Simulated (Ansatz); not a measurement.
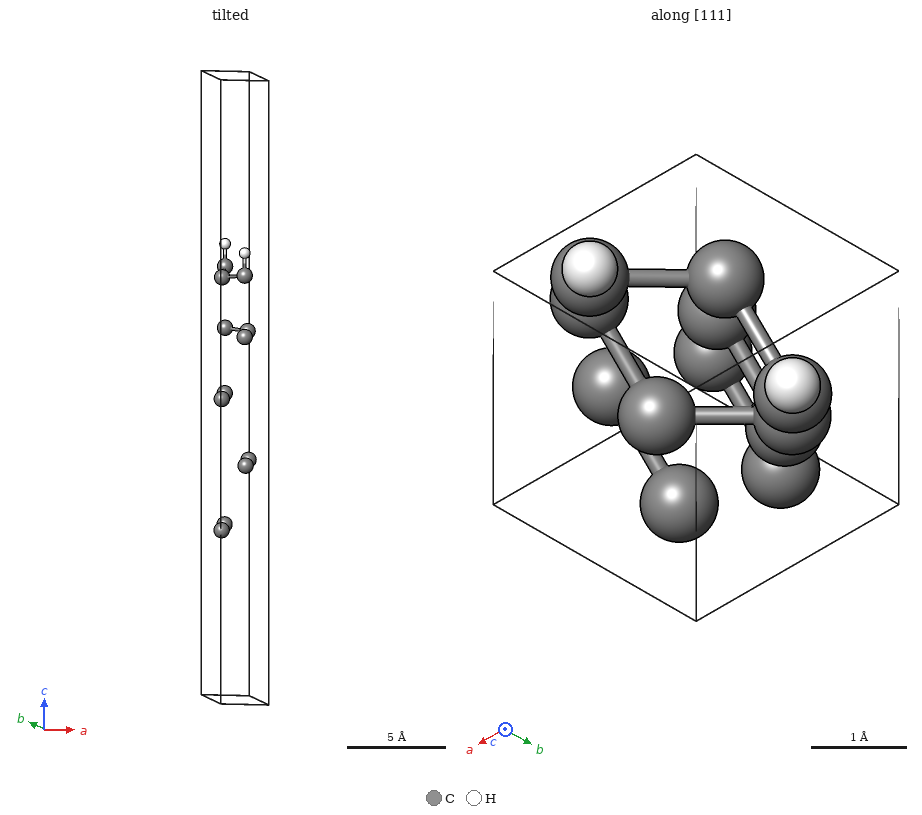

Shown here is a ball-and-stick view of the crystal, taken slightly off an axis and along [111]. The simulation cell is outlined; an atom on or near a face, edge or corner is repeated at each equivalent position.

Write a short crystallographic description.

Composition: HC₁₀. There are 11 atoms in the cell: 1 H, 10 C. Each H atom is coordinated by one C at about 1.2 Å. The coordination, counted out to bonding distance, is C 3 to 4 (mean 3.1). The bonds build C and HC2 layers parallel to (001).

Starting structure: a structure listed in the Materials Project, from which a slab was cut and an adsorbate added. The atoms were relaxed in a fixed cell with Ansatz 0.2.0, DFT PBE+D3(BJ), scalar-relativistic, plane waves, PAW, but for four held in place.
